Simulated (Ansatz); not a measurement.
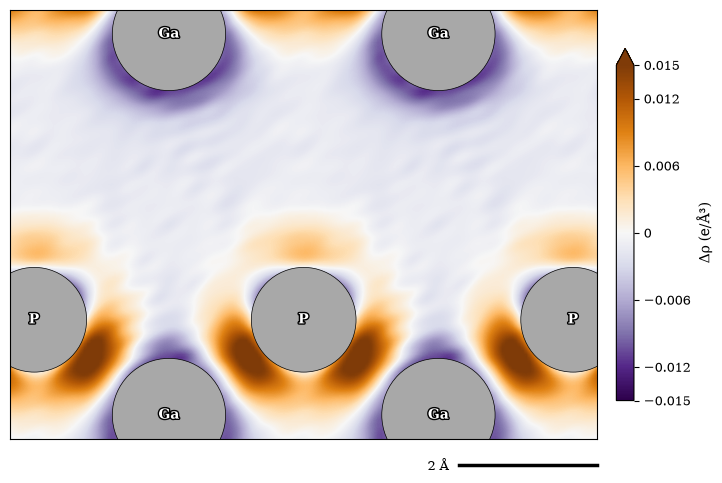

GaP. Difference of the valence pseudo-densities of two functionals at the same geometry, on the (101̄) plane of the calculation cell: r2SCAN less PBEsol.

Both computed with Ansatz (plane waves, PAW), on the same k-point mesh. Grey discs cover the atomic cores.

```cif
data_structure
_symmetry_space_group_name_H-M 'P 1'
_symmetry_Int_Tables_number 1
_cell_length_a 3.8922
_cell_length_b 3.8922
_cell_length_c 3.8922
_cell_angle_alpha 60.000
_cell_angle_beta 60.000
_cell_angle_gamma 60.000
_cell_volume 41.70
loop_
_atom_site_label
_atom_site_type_symbol
_atom_site_fract_x
_atom_site_fract_y
_atom_site_fract_z
_atom_site_occupancy
Ga1 Ga 0.00000 0.00000 0.00000 1
P1 P 0.25000 0.25000 0.25000 1
```

**Where does the change of functional move the electrons?**

Against PBEsol, r2SCAN gives less density around Ga (−0.006 e/Å³ on average at 1.0 Å from the nucleus), more density around P (+0.007 e/Å³ on average at 0.9 Å from the nucleus) and a change of +0.013 e/Å³ at the midpoint of Ga–P.
